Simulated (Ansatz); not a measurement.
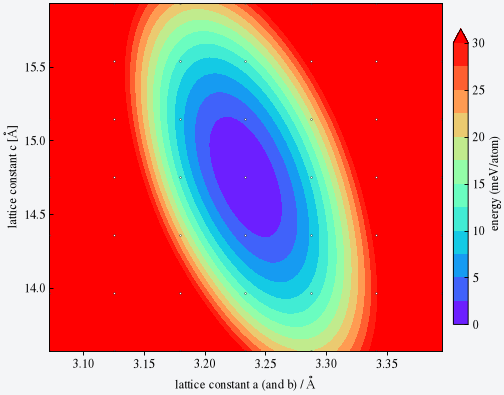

SnO₂ (R-3m, No. 166; 3 atoms in the cell). The energy is mapped over the lattice constants a and c of the conventional cell. Coordinates scanned: (1) lattice constant a (and b); (2) lattice constant c. Nothing is relaxed (fractional coordinates fixed). Grid: 7 × 7 points. Points are written as (first, second). All energies are given in meV/atom relative to the lowest grid point. Method: DFT PBE, scalar-relativistic, plane waves, PAW (Ansatz 0.2.0). Settings: cutoff 520 eV, k-mesh 12×12×12, gaussian smearing 0.05 eV, no spin polarisation.

The picture shows filled contours, dots at the grid points, one colour for all values above the top of the scale. Between grid points the surface is interpolated.

### Estimate the position of the minimum and the force constants in these coordinates.

The interpolated minimum is at lattice constant a (and b) ≈ 3.234 Å, lattice constant c ≈ 14.755 Å. The curvatures there are about 23 eV/Å² and 0.12 eV/Å², with a cross term of about 0.86 eV/Å² (per cell of 3 atoms). Round the minimum the valley is somewhat tilted: raising lattice constant a (and b) shifts the best value of lattice constant c downwards (coupling k₁₂/√(k₁₁k₂₂) about 0.5).

PAW datasets: the set soft_1.
